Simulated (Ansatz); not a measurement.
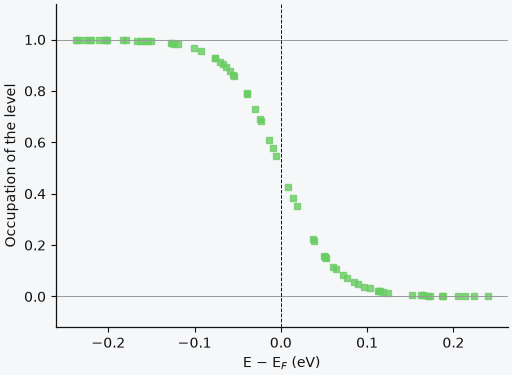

Occupations of the one-electron levels of the k mesh against their energy, from a run on Sc, space group Fm-3m (No. 225), 1 atom in the cell, with Ansatz.

Which smearing scheme was used (Fermi-Dirac, Gaussian, Methfessel-Paxton or cold), and about what width?

Answer. Fermi-Dirac smearing with a width of 0.03 eV. The occupations stay between 0 and 1 and have long exponential tails; the slope at the Fermi level is 1/(4 × width).
